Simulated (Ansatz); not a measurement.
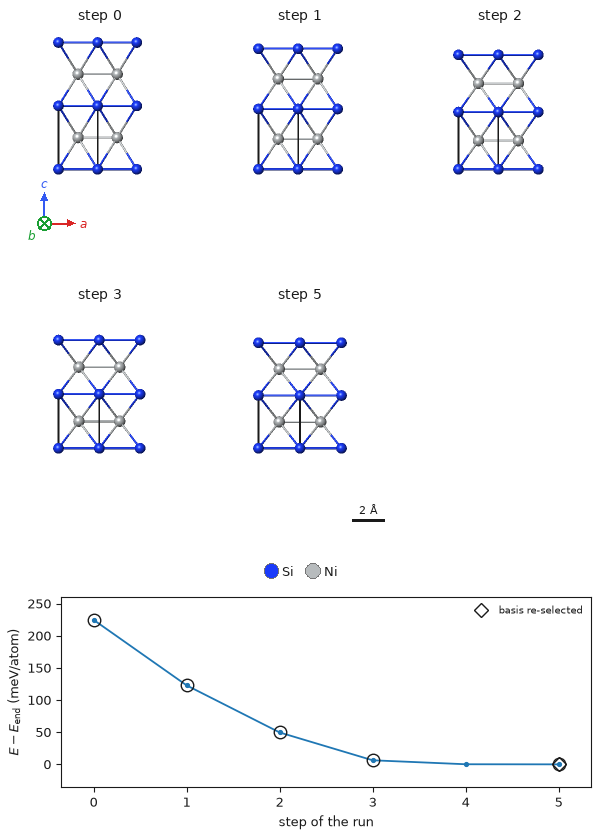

Frames of a relaxation of solid SiNi (a generated structure, set up in P4/mmm) (coarse preliminary run), marked on the history of the run. Style: ball-and-stick. Shown: the cell of the calculation, repeated 2 × 1 × 2 with one cell outlined, along the b axis.

The calculation used DFT PBE, scalar-relativistic, plane waves, PAW in Ansatz 0.2.0.

The input:
```yaml
crystal:
  lattice:
    - [2.46684426, 0.0, 0.0]
    - [0.0, 2.46684426, 0.0]
    - [0.0, 0.0, 3.9964446]
  atoms:
    - { symbol: Si, position: [0.0, 0.0, 0.0] }
    - { symbol: Ni, position: [0.5, 0.5, 0.5], spin: 2.0 }
basis:
  ecutwfc: 420
kpoints:
  mp_grid: { grid: [8, 8, 4] }
hamiltonian:
  xc: pbe
scf:
  occupations: { method: gaussian, width: 0.1 }
  lower_state_search: "off"
output:
  forces: true
  stress: true
  eigenvalues: true
  populations: true
magnetization:
  spin_polarized: true
relax:
  adjacent_minimum: "off"
  f_tol: 0.04
  max_steps: 70
  cell: { stress_tol: 0.4 }
```

Launched with:
```bash
ansatz run input.yaml --threads 1 --pin off --max-ram 2560MiB --backend cpu --events-out ev --progress --plain --runs-dir out
```

Question: What happens along the run?

Answer: Over 4 accepted moves (5 points after the start) the energy falls by 225 meV per atom. All forces vanish by symmetry, so only the cell relaxes. The pressure goes from −5.63 to −0.25 GPa. The SCF was repeated once at an unchanged geometry on a basis and grid sized afresh for the cell, which shifted the energy by 0.2 meV per atom at most. No atom moves by more than 0.005 Å relative to the cell. The drawn cell changes as follows: a = b 2.467 → 2.616 Å (+6.1 %), c 3.996 → 3.325 Å (−16.8 %); the volume changes by −6.4 %. Among the contacts that change: Si1–Ni2 2.652 → 2.487 Å, Si1–Si1 2.467 → 2.616 Å, Ni2–Ni2 2.467 → 2.616 Å. The space group stays P4/mmm (No. 123). The program noted that the starting moments weren't kept. Cost: 36 s on 1 thread of Intel(R) Xeon(R) Platinum 8175M CPU @ 2.50GHz (Skylake/Cascade Lake), on a shared host, peak memory 0.35 GiB. From step 0 to 1: volume −2.6 %, energy −102 meV per atom. From step 1 to 2: volume −3.6 %, energy −73.3 meV per atom. From step 2 to 3: volume −1.1 %, energy −43.3 meV per atom. From step 3 to 5: volume +0.7 %, energy −6.3 meV per atom.

```
step  E − E(0), meV/atom  pressure, GPa  volume, Å³/atom                      note
   0                0.00          -5.63           12.160                          
   1             -101.88          -4.85           11.840                          
   2             -175.15          -0.52           11.416                          
   3             -218.45           1.10           11.295                          
   4             -224.63          -0.35           11.379                          
   5             -224.78          -0.25           11.379  same geometry, new basis
```

Limits of the set-up: the k-point mesh is coarse for a cell with partly filled bands.
